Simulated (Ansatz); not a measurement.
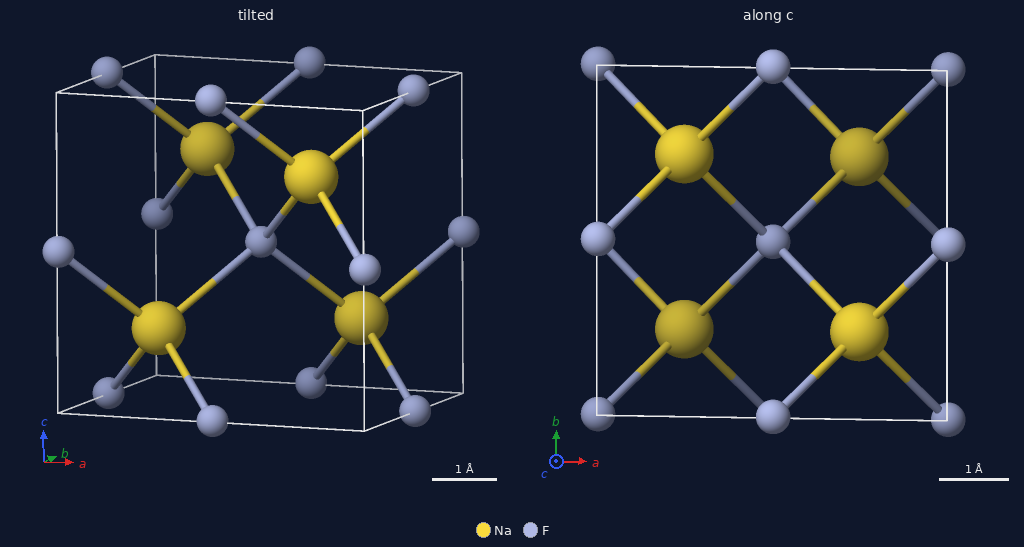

Ball-and-stick representation of a periodic structure, projected slightly off an axis and along the c axis. The edges of the drawn cell (a repeat of the simulation cell) are marked.

NaF, a = 5.084 Å, b = 5.084 Å, c = 5.084 Å, α = 90.91°, β = 90.91°, γ = 90.91°. Strictly the space group is R3m (No. 160, within 0.01 Å). It is a distorted form of a face-centred cubic structure, space group F-43m (No. 216) within 0.25 Å: zinc blende (sphalerite type). The cell started as a structure type filled with these elements by a generator (whether the compound takes this form wasn't checked). The cell was then strained or its atoms displaced on purpose. It went into a calculation with Ansatz.

This one geometry was computed with Ansatz (DFT, plane waves, PAW) at three levels of theory: r2SCAN, PBE and HSE06. It was relaxed with r2SCAN and then strained.

Question: Which level gives the highest pressure at this volume, and what does that say about its equilibrium volume?

Answer: Highest: PBE (1.5 GPa), which points to the largest equilibrium volume. Lowest, with the smallest volume: r2SCAN (-0.5 GPa). Levels within 0.5 GPa of each other can't be told apart.

Question: How does the band gap change with the level of theory?

Answer: PBE: a gap of 5.55 eV, direct; r2SCAN: a gap of 6.18 eV, direct; HSE06: a gap of 7.59 eV, direct.

Question: Collect the results in a table.

Answer:
| level | cutoff (eV) | k-mesh of the run's cell | gap (eV) | pressure (GPa) |
| --- | --- | --- | --- | --- |
| r2SCAN | 500 | 8×8×8 | 6.18 | -0.5 |
| PBE | 420 | 8×8×8 | 5.55 | 1.5 |
| HSE06 | 420 | 6×6×6 | 7.59 | 0.3 |

Gaps are taken on the k-mesh or band path of each run.
